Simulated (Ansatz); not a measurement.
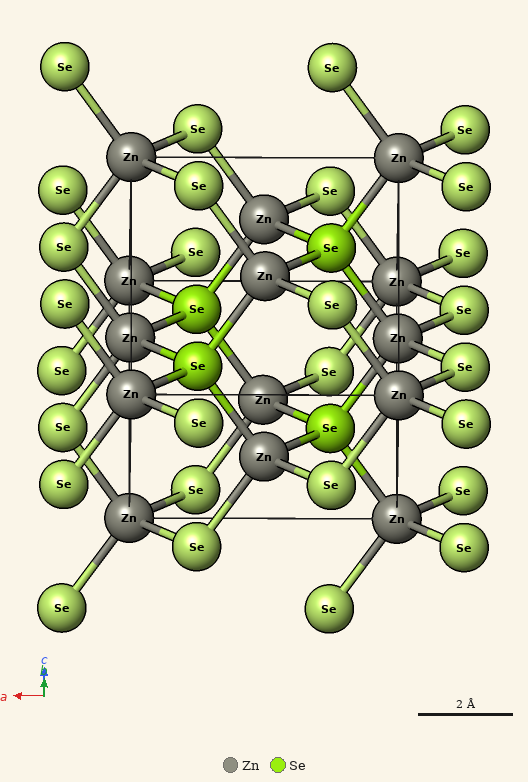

**Figure 1.** The structure as given in the input (ball-and-stick view of the cell 4 times as large as that of the calculation, set on its symmetry axes, seen at an oblique angle; neighbours outside the cell are drawn fainter).

## ZnSe: geometry relaxation

ZnSe (F-43m, 2 atoms in the cell), computed with DFT PBE, scalar-relativistic, plane waves, PAW, no spin polarisation (Ansatz 0.2.0).

The structure derives from an entry of the Crystallography Open Database. It belongs to a series of runs on one base structure; here: cell and atoms relaxed tightly for response.

The program's output:
```
Engine: ansatz 0.2.0, x86_64-unknown-linux-gnu
Pseudopotentials: kind: paw
Pseudopotential: Zn, paw, valence charge 12, recommended cutoff 420 eV (normal), Zn.paw.azcp
Pseudopotential: Se, paw, valence charge 16, recommended cutoff 420 eV (normal), Se.paw.azcp
Functional definition: PBE
  parameter kappa = 0.804
  parameter beta = 0.06672455060314922
  exchange = pbe_x(kappa = kappa, mu = beta*pi^2/3)
  correlation = pbe_c(beta = beta)
Crystal: 2 atoms, lattice volume = 47.078 Å³
Basis set: ecut = 420 eV, 941 PW (Γ), exchange–correlation on 60×60×60 points (8 copies of the dense FFT grid, shifted against one another)
Bands: 18, of which v1, the nominal top of the filled ones, is band 14 counted from 1 (13 counted from 0)
Symmetry: 24 space group operations
Space group: F-43m (ITA 216), of the structure as read, at distance tolerance 3.6e-5 Å
k-points: 29 of 512 (time reversal used)
Non-local potential: Zn, projectors of the file, l = 0: 2, l = 1: 2, l = 2: 3, l = 3: 1
Non-local potential: Se, projectors of the file, l = 0: 2, l = 1: 2, l = 2: 3, l = 3: 1
PAW form: soft (Blöchl's): semilocal exchange-correlation on the pseudo side does not see the compensation charge
PAW one-centre angular grid: Zn, 590 points (default); XC on 64 Gauss nodes
PAW one-centre angular grid: Se, 590 points (default); XC on 64 Gauss nodes
Initial density: superposition of atomic densities (neutral atoms: chi_scale 0, normalization atom), corrected by the library's trained network
Initial wavefunctions: pseudopotential atomic-orbital guess
Functional: x = pbe(κ = 0.804, μ = 0.2195149727645171), c = pbe(β = 0.06672455060314922)
SCF iter   1: F=—  HF=-8789.536572 eV  |F-HF|=—  |Δ(HF+E_count)|=         —  Δρ=7.96e-4  dr2=4.98e-4  ethr=1.77e-3  ⟨swp⟩=5.0  Hψ=2373  notcnv=0  defer=51
preconditioner: auto → none  [insulator: Δε(μ)=1.147 eV  Ē_g=11.755 eV  n_scr=14 (ndim 8)  ℏωp=23.0 eV  f_vac=0.132  ε∞_Penn≈4.8]
SCF iter   2: F=—  HF=-8789.536332 eV  |F-HF|=—  |Δ(HF+E_count)|=   2.41e-4  Δρ=3.98e-4  dr2=3.88e-5  ethr=1.78e-6  ⟨swp⟩=2.1  Hψ=1000  notcnv=0  defer=53
SCF iter   3: F=—  HF=-8789.536352 eV  |F-HF|=—  |Δ(HF+E_count)|=   2.05e-5  Δρ=1.83e-4  dr2=1.05e-5  ethr=1.39e-7  ⟨swp⟩=2.0  Hψ=765  notcnv=0  defer=33
SCF iter   4: F=—  HF=-8789.536355 eV  |F-HF|=—  |Δ(HF+E_count)|=   2.79e-6  Δρ=7.77e-5  dr2=1.27e-6  ethr=3.75e-8  ⟨swp⟩=2.0  Hψ=754  notcnv=0  defer=37
iter 5 did not close the SCF: its close was put off for the readings that it lacked (scf_convergence_deferred on its scf_iter line)
SCF iter   5: F=-8789.536360 eV  HF=-8789.536360 eV  |F-HF|=8.09e-8  |Δ(HF+E_count)|=   5.05e-6  Δρ=8.22e-6  dr2=2.50e-8  ethr=4.54e-9  ⟨swp⟩=2.0  Hψ=783  notcnv=0  defer=52
SCF iter   6: F=-8789.536360 eV  HF=-8789.536360 eV  |F-HF|=2.12e-9  |Δ(HF+E_count)|=   9.55e-8  Δρ=2.59e-6  dr2=2.28e-9  ethr=8.91e-11  ⟨swp⟩=5.3  Hψ=2411  notcnv=0
SCF 1 converged in 6 iterations: F = -8789.536360 eV  dr2 = 2.28e-9
  greatest PAW one-centre occupation: 1.000 electrons in one spin orbital (limit 2), on the Se atom at site 1 (counted from 0), in its partial waves of l = 2
relax step   1: F+E_penalty+E_count = -8789.53635998 eV  Δ(F+E_penalty+E_count) = +0.000e0 eV  max|allowed force component| = 1.156e-16 eV/Å  Δτ_max = 0.0000 Å  P = +0.030 GPa  Ω = 47.078 Å³  (6 SCF iters, dr2 threshold 1.00e-7 eV, accepted)
Crystal: 2 atoms, lattice volume = 47.097 Å³
Initial density: handed on by an earlier stage of this run
Initial wavefunctions: those handed on with the density
iter 1 solved again at ethr=4.06e-10 eV; its pass at ethr=3.10e-3 eV (dr2=1.14e-7 eV) is discarded
SCF iter   1: F=—  HF=-8789.536359 eV  |F-HF|=—  |Δ(HF+E_count)|=         —  Δρ=1.34e-5  dr2=1.09e-7  ethr=4.06e-10  ⟨swp⟩=2.0  Hψ=2596  notcnv=0
preconditioner: auto → none  [insulator: Δε(μ)=1.153 eV  Ē_g=11.748 eV  n_scr=14 (ndim 8)  ℏωp=23.0 eV  f_vac=0.129  ε∞_Penn≈4.8]
SCF iter   2: F=—  HF=-8789.536356 eV  |F-HF|=—  |Δ(HF+E_count)|=   2.67e-6  Δρ=8.76e-6  dr2=2.25e-8  ethr=3.91e-10  ⟨swp⟩=2.0  Hψ=694  notcnv=0
SCF iter   3: F=—  HF=-8789.536356 eV  |F-HF|=—  |Δ(HF+E_count)|=   5.17e-9  Δρ=2.91e-6  dr2=4.90e-9  ethr=8.03e-11  ⟨swp⟩=2.0  Hψ=754  notcnv=0
SCF iter   4: F=-8789.536356 eV  HF=-8789.536356 eV  |F-HF|=2.62e-10  |Δ(HF+E_count)|=  3.02e-10  Δρ=1.55e-6  dr2=5.81e-10  ethr=8.00e-12  ⟨swp⟩=5.2  Hψ=2287  notcnv=0
SCF 2 converged in 4 iterations: F = -8789.536356 eV  dr2 = 5.81e-10
relax step   2: F+E_penalty+E_count = -8789.53635616 eV  Δ(F+E_penalty+E_count) = +3.826e-6 eV  max|allowed force component| = 2.602e-17 eV/Å  Δτ_max = 0.0000 Å  P = +0.007 GPa  Ω = 47.097 Å³  energy of the carried Pulay correction = -6.022e-6 eV  (4 SCF iters, dr2 threshold 2.24e-9 eV, accepted)
Initial wavefunctions: pseudopotential atomic-orbital guess (no wavefunctions were taken with the density)
iter 1 solved again at ethr=2.67e-8 eV; its pass at ethr=3.10e-3 eV (dr2=7.46e-6 eV) is discarded
SCF iter   1: F=—  HF=-8789.536361 eV  |F-HF|=—  |Δ(HF+E_count)|=         —  Δρ=1.73e-6  dr2=6.44e-10  ethr=2.67e-8  ⟨swp⟩=2.6  Hψ=3618  notcnv=0  defer=53
eigensolver tolerance schedule: the retry pair's looser diagonalisation over-reported the residual by 11579.59 of it (diagonalisation noise at 0.11 of the residual, at the tolerance the schedule requests for it); recorded, not acted on — ethr = c·dr2/N_el stays at c = 1.0e-1
SCF iter   2: F=—  HF=-8789.536356 eV  |F-HF|=—  |Δ(HF+E_count)|=   4.36e-6  Δρ=5.66e-7  dr2=8.45e-11  ethr=2.30e-12  ⟨swp⟩=3.1  Hψ=1092  notcnv=0  defer=10
SCF iter   3: F=—  HF=-8789.536356 eV  |F-HF|=—  |Δ(HF+E_count)|=  3.64e-11  Δρ=3.27e-7  dr2=3.41e-11  ethr=3.02e-13 (applied; sched 1.00e-12)  ⟨swp⟩=2.0  Hψ=754  notcnv=0  defer=10
SCF iter   4: F=—  HF=-8789.536356 eV  |F-HF|=—  |Δ(HF+E_count)|=  4.73e-11  Δρ=1.26e-7  dr2=1.22e-11  ethr=1.22e-13 (applied; sched 1.00e-12)  ⟨swp⟩=2.0  Hψ=928  notcnv=0  defer=10
SCF iter   5: F=—  HF=-8789.536356 eV  |F-HF|=—  |Δ(HF+E_count)|=  1.82e-12  Δρ=3.89e-8  dr2=9.24e-13  ethr=4.36e-14 (applied; sched 1.00e-12)  ⟨swp⟩=3.0  Hψ=929  notcnv=0  defer=10
SCF iter   6: F=-8789.536356 eV  HF=-8789.536356 eV  |F-HF|=1.82e-12  |Δ(HF+E_count)|=  1.82e-12  Δρ=1.19e-8  dr2=7.29e-14  ethr=1.00e-12  ⟨swp⟩=6.4  Hψ=2355  notcnv=0
SCF 3 converged in 6 iterations: F = -8789.536356 eV  dr2 = 7.29e-14
relax step   3: F+E_penalty+E_count = -8789.53635616 eV  Δ(F+E_penalty+E_count) = -3.711e-10 eV  max|allowed force component| = 4.684e-17 eV/Å  Δτ_max = 0.0000 Å  P = +0.007 GPa  Ω = 47.097 Å³  stress off target by 7.30e-3 GPa  SCF on the basis re-selected at this cell (its energy is not comparable with the rows above)  (6 SCF iters)
```

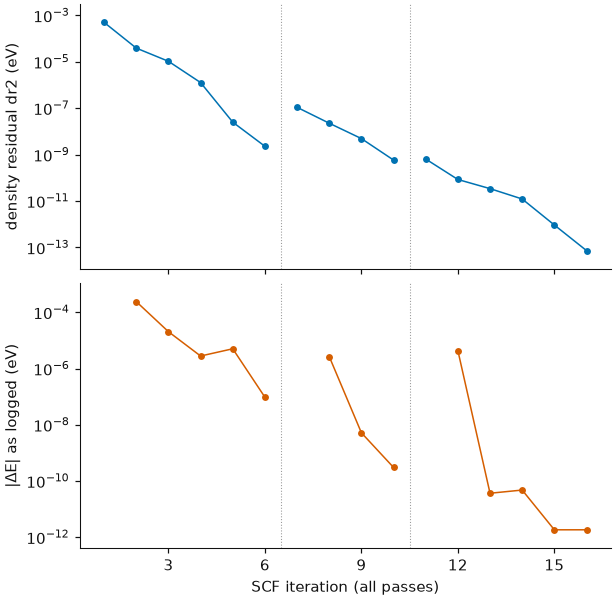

**Figure 2.** Convergence of the self-consistent field: density residual dr2 and size of the energy change against the SCF iteration. The dotted lines part the SCF passes of the relaxation: geometry steps, rejected trials and re-solves on a re-selected basis. The passes take 6, 4 and 6 iterations.

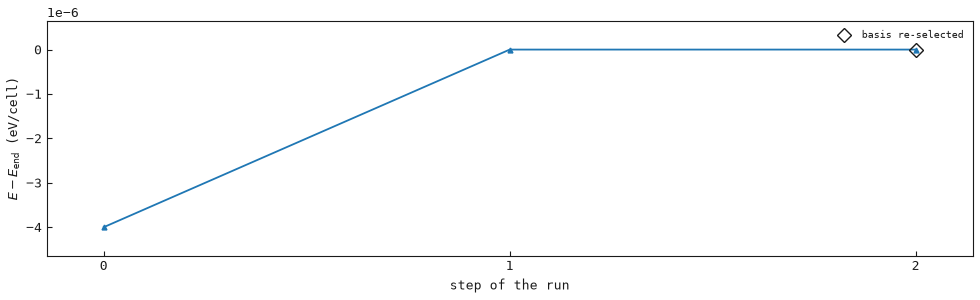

**Figure 3.** Progress of the relaxation, step by step (the first geometry is step 0 here and step 1 in the log). The atoms keep their places (all moves are under 0.005 Å). The cell doesn't change. The space group stays F-43m (No. 216). After 1 geometry step the energy has risen by next to nothing (0.0 meV per cell of the calculation). All forces vanish by symmetry, so only the cell relaxes. Pressure: 0.03 GPa at the start and 0.01 GPa at the end. A last SCF at the same geometry on a re-selected plane-wave basis shifts the energy by next to nothing (0.0 meV per cell of the calculation).

```
basis re-selected at this cell: Δ(F+E_penalty+E_count) = -3.711e-10 eV, ΔP = +0.000 GPa vs the last step (what re-selecting the basis moved, of the pressure what is left beyond the Pulay correction that the steps carried, after the strain that the cell walked since its last selection, with what the two solves' SCF thresholds leave and, on support functions, any second-order correction that the steps lacked; it is no measure of the basis error at this ecutwfc). This SCF's stress stands 7.30e-3 GPa from its target on what of the cell is left free (relax.cell.stress_tol is 1.00e-2 GPa) and its largest allowed force component is 4.68e-17 eV/Å (relax.f_tol is 1.00e-3 eV/Å): within both
SCF converged after 6 iterations
Free energy (F): -8789.536356 eV
Harris-Foulkes:  -8789.536356 eV  (|F-HF|=1.82e-12)
Internal energy: -8789.536356 eV  (E = F + TS)
E sigma→0 (E₀):  -8789.536356 eV
Fermi energy:    6.318053 eV
--- Per-component energies (eV) ---
  E_band       = -391.722836
  E_kinetic    = 249.337906
  E_local      = -4442.154203  (includes V_loc(G=0)·N_el)
  E_nonlocal   = 18.691654
  E_hartree    = 2055.475692
  E_xc         = -241.029291
  E_vxc        = -149.655235  (∫ρ·V_xc dr)
  E_paw        = -3739.770274  (= ΣΔE_a)
  E_vpaw       = -178.893412  (= ΣTr[D̂ρ^β])
  E_aug_tail   = -0.000934  (compensation charges beyond the density's cutoff)
  E_ewald      = -2690.086906
  E_smearing   = -0.000000  (= −TS)
  E_closure    = -0.000000  (closes the sum)
  Σ components = -8789.536356   (vs F -8789.536356, Δ=0.00e0)
--- Forces (eV/Å), atoms counted from 1 ---
  atom   1  Zn    -0.00000000     0.00000000     0.00000000
  atom   2  Se    -0.00000000    -0.00000000    -0.00000000
  max |Σ_I F_I| component: 6.36e-17 eV/Å
--- Stress (GPa, compression-positive) ---
        0.007296      -0.000000      -0.000000
       -0.000000       0.007296       0.000000
       -0.000000       0.000000       0.007296
  P = ⅓ Tr σ = 0.0073 GPa (0.073 kbar)
--- Band table (eV; the first three rows and the last of 29) ---
  k-point 0: bands = ["-40.4639", "-40.4639", "-40.4639", "-40.4600", "-40.4600", "-6.7302", "-0.1039", "-0.1039", "-0.1039", "0.2367", "0.2367", "6.3181", "6.3181", "6.3181", "7.4709", "12.1373", "12.1373", "12.1373"]
  k-point 1: bands = ["-40.4639", "-40.4638", "-40.4638", "-40.4600", "-40.4600", "-6.6361", "-0.0951", "-0.0893", "-0.0893", "0.2355", "0.2355", "5.0227", "6.1756", "6.1756", "8.4658", "12.0532", "12.3795", "12.3795"]
  k-point 2: bands = ["-40.4638", "-40.4638", "-40.4638", "-40.4600", "-40.4600", "-6.3927", "-0.0570", "-0.0570", "-0.0368", "0.2369", "0.2369", "3.3599", "5.8697", "5.8697", "8.9759", "12.7470", "12.7470", "12.7871"]
  k-point 28: bands = ["-40.4638", "-40.4638", "-40.4636", "-40.4600", "-40.4599", "-5.7463", "0.0110", "0.0859", "0.2091", "0.2108", "0.5101", "1.7995", "3.6955", "3.8133", "11.7117", "11.8014", "13.2109", "14.0344"]
--- Relaxed structure (2 steps of the walk, 2 accepted, 1 SCFs on fresh bases) ---
  F+E_penalty+E_count = -8789.53635616 eV   max|allowed force component| = 4.684e-17 eV/Å   (the final SCF, on the basis selected at the relaxed cell)
  cell:  # Å, volume = 47.0974 Å³
    - [-1.85981079200689e-33, 2.8663043628345073, 2.8663043628345073]
    - [2.8663043628345073, 2.2419636944740594e-33, 2.8663043628345073]
    - [2.8663043628345073, 2.8663043628345073, 3.235561240888699e-33]
  atoms:
    - { symbol: Zn, position: [5.544090994253123e-34, -5.0400827220482935e-34, -4.816079045512814e-34] }
    - { symbol: Se, position: [0.7500000000000001, 0.7500000000000001, 0.7500000000000001] }
```

Trajectory as extended XYZ (Å, eV, eV/Å), 3 frames, from step=1 to step=3:
```
2
Lattice="0.0000 2.8659 2.8659 2.8659 0.0000 2.8659 2.8659 2.8659 0.0000" Properties=species:S:1:pos:R:3:forces:R:3 step=1 energy=-8789.53636 pressure_GPa=0.03
Zn    0.0000    0.0000    0.0000    0.0000   0.0000   0.0000
Se    4.2989    4.2989    4.2989    0.0000   0.0000   0.0000
2
Lattice="0.0000 2.8663 2.8663 2.8663 0.0000 2.8663 2.8663 2.8663 0.0000" Properties=species:S:1:pos:R:3:forces:R:3 step=2 energy=-8789.53636 pressure_GPa=0.01
Zn    0.0000    0.0000    0.0000    0.0000   0.0000   0.0000
Se    4.2995    4.2995    4.2995    0.0000   0.0000   0.0000
2
Lattice="0.0000 2.8663 2.8663 2.8663 0.0000 2.8663 2.8663 2.8663 0.0000" Properties=species:S:1:pos:R:3:forces:R:3 step=3 energy=-8789.53636 pressure_GPa=0.01
Zn    0.0000    0.0000    0.0000    0.0000   0.0000   0.0000
Se    4.2995    4.2995    4.2995    0.0000   0.0000   0.0000
```

This output came from the following input.

Input:
```yaml
crystal:
  lattice:
    - [0.0, 2.8659201405, 2.8659201405]
    - [2.8659201405, 0.0, 2.8659201405]
    - [2.8659201405, 2.8659201405, 0.0]
  atoms:
    - { symbol: Zn, position: [0.0, 0.0, 0.0] }
    - { symbol: Se, position: [0.75, 0.75, 0.75] }
basis:
  ecutwfc: 420
kpoints:
  mp_grid: { grid: [8, 8, 8] }
hamiltonian:
  xc: pbe
scf:
  occupations: { method: fixed }
output:
  forces: true
  stress: true
  eigenvalues: true
relax:
  adjacent_minimum: "off"
  f_tol: 0.001
  max_steps: 60
  cell: { stress_tol: 0.01 }
```

Command:
```bash
ansatz run input.yaml --threads 1 --pin off --max-ram 3072MiB --backend cpu --events-out ev --progress --plain --runs-dir out
```

Results in brief:

- outcome: converged
- space group (tolerance 0.01 Å): F-43m (216)
- electrons treated: 28
- free energy: −8789.5364 eV
- Fermi energy: 6.318 eV
- gap on the k-point mesh: 1.15 eV
- pressure: 0.01 GPa
- final volume: 47.10 Å³
- largest force (length of the vector) at the end: under 0.001 eV/Å
- final cell: a = 4.054 Å, b = 4.054 Å, c = 4.054 Å, α = 60.00°, β = 60.00°, γ = 60.00°
- hardware: 1 thread of Intel Xeon (Granite Rapids), 32 GiB of memory available, shared host
- wall time: 5.6 s
- peak memory: 0.41 GiB
